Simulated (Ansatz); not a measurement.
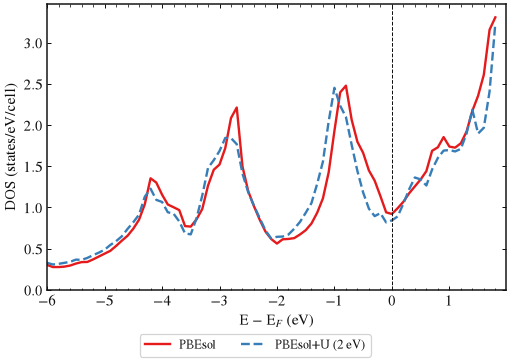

Total densities of states of TiSi, space group Cmmm, 2 atoms in the primitive cell (a = 2.79 Å, b = 2.79 Å, c = 3.80 Å, α = 90.00°, β = 90.00°, γ = 98.76°), by two methods on the same cell. Each is counted from its own Fermi level.

What changes from one method to the other?

PBEsol gives a metal with about 1 states per eV and cell at the Fermi level and PBEsol+U (2 eV) gives a metal with about 0.91 states per eV and cell at the Fermi level. No single filled peak stands out in both curves.

Settings. PBEsol: all-electron LAPW, no spin polarisation, no spin-orbit coupling, 10×10×7 k mesh in the self-consistent step, Fermi-Dirac smearing of 0.05 eV (Ansatz). PBEsol+U (2 eV): Ti d U = 2 eV, all-electron LAPW, no spin polarisation, no spin-orbit coupling, 10×10×7 k mesh in the self-consistent step, Fermi-Dirac smearing of 0.05 eV (Ansatz).

The cell is at −4 GPa in PBEsol and −2 GPa in PBEsol+U (2 eV). The cell comes from a database of computed structures, and whether it is the stable form of this composition wasn't checked. U is the effective U less J, on atomic orbitals that reach past the spheres.
